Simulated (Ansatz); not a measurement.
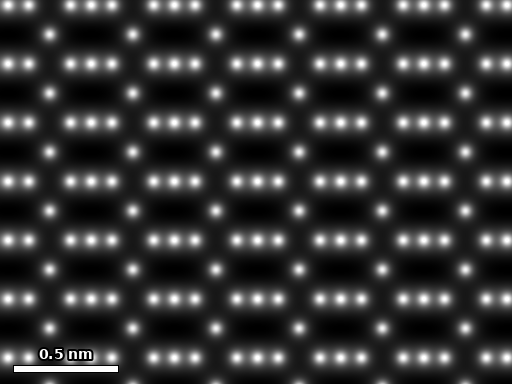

Projected-potential map of a crystal. Computed as the sum of neutral-atom potentials (tabulated electron scattering factors, B = 0.8 Å²) projected along the beam and smoothed by 0.25 Å; brighter is more positive.

Q: Measure the repeat of the pattern.

A: The pattern repeats on a rectangular net of 2.8 × 4.0 Å.

Q: Which plane group does this projection have?

A: p2mm: mirror lines in two perpendicular directions, with twofold points where they cross.

Q: How many columns does the smallest repeating cell hold, and how many levels of brightness?

A: 4 columns in the primitive cell of 11.4 Å², all of one brightness.

The crystal is Mg (Pm-3n, No. 223) seen along [110]. Structure: the geometry relaxed with Ansatz, DFT, PBEsol, plane waves (420 eV) with PAW, scalar-relativistic; the starting structure was generated, so it need not be a known form of this composition.
